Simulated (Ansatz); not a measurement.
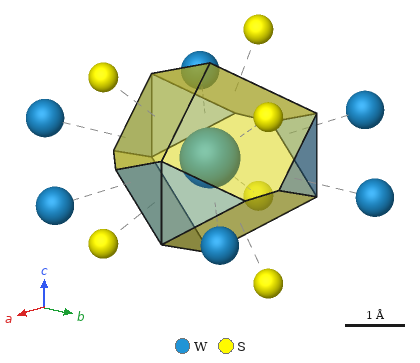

Voronoi cell (the region closer to this atom than to any other), computed from the atomic positions without radii. Central atom: W (2c) in WS2; faces take the colour of the neighbour behind them. Origin: a calculation's input that goes back to an entry of the Crystallography Open Database (an earlier step may have relaxed or displaced it).

WS2, space group P6_3/mmc (No. 194), a = 3.180 Å, b = 3.180 Å, c = 12.500 Å, α = 90.00°, β = 90.00°, γ = 120.00°

| site | Wyckoff | x | y | z |
| --- | --- | --- | --- | --- |
| W | 2c | 0.3333 | 0.6667 | 0.2500 |
| S | 4f | 0.3333 | 0.6667 | 0.6200 |

Question: What is the volume of this Voronoi cell?

Answer: 14.3 Å³, against a mean of 18.2 Å³ per atom in this structure.

Question: Tabulate the neighbours by distance and solid angle.

Answer:
```
neighbour  faces  distance (Å)  solid angle (% of sphere)
        S      6          2.45                       82.0
        W      6          3.18                       18.0
```
